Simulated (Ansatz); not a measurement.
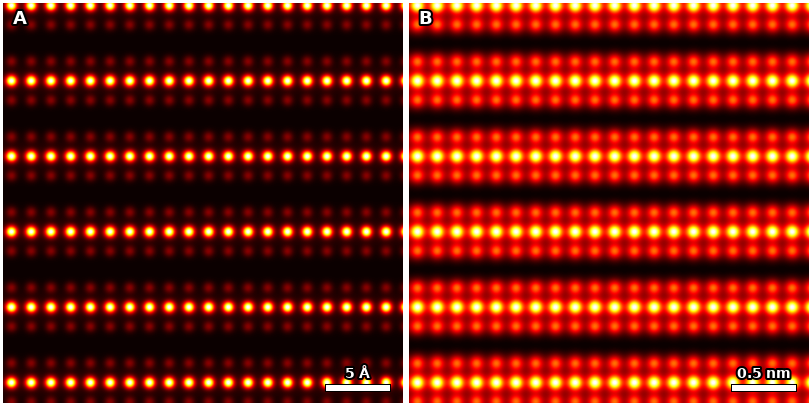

Two simulated images of the same area of MoS2 (R3m, No. 160) along [210], with a probe of 0.71 Å. One is incoherent Z contrast (Z^1.8 per atom), the other the projected potential of neutral atoms blurred by the probe (iDPC-like, thin sample). Brightness is counted from the darkest point of the image. Atomic positions: the end point of a relaxation with Ansatz 0.2.0, DFT, PBE-D4, plane waves, PAW.

**Which panel is which, and how can one tell?**

A is the Z-contrast image and B the potential image. The columns of 1 S per repeat reach about 18 % of the brightest peak (1 Mo) in A but about 53 % in B, mainly since the potential grows much more slowly with atomic number.
